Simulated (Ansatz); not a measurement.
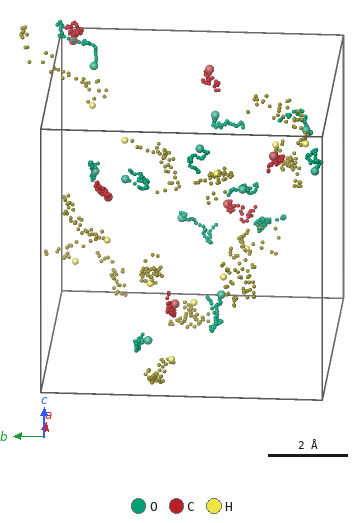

First-principles dynamics of a periodic cell with 6 HCOOH at 1.213 g/cm³, 225 fs long. Dots mark each atom's position at evenly spaced times, in the colour of its element; spheres stand at the starting positions. Seen from a free direction in the simulation cell.

These are results of Ansatz 0.2.0, DFT PBE-D3(BJ), scalar-relativistic, plane waves, PAW, not measurements. Run with plane-wave cutoff 420 eV; k-point mesh 1 × 1 × 1; Fermi-Dirac smearing 0.05 eV; low-accuracy preset; Langevin thermostat (NVT); set temperature 1000 K; time step 0.75 fs; friction 0.02 per fs.

**Describe the motion.**

Root-mean-square distances from the starting positions over the second half, with the common drift of all atoms taken out: H 1.24 Å, O 0.69 Å, C 0.51 Å. The heavy atoms stay within a fraction of a molecule's size of their starting places, while the hydrogen atoms travel further, as molecules turn; so short a run doesn't tell a liquid from a solid.

Limits of the set-up: the program's low-accuracy preset was used; the periodic images lie only 7.2 Å apart, so the values are limited by the cell's size.

The run took 14 min on 1 thread of Arm Neoverse V1, on a shared host, peak memory 0.42 GiB.
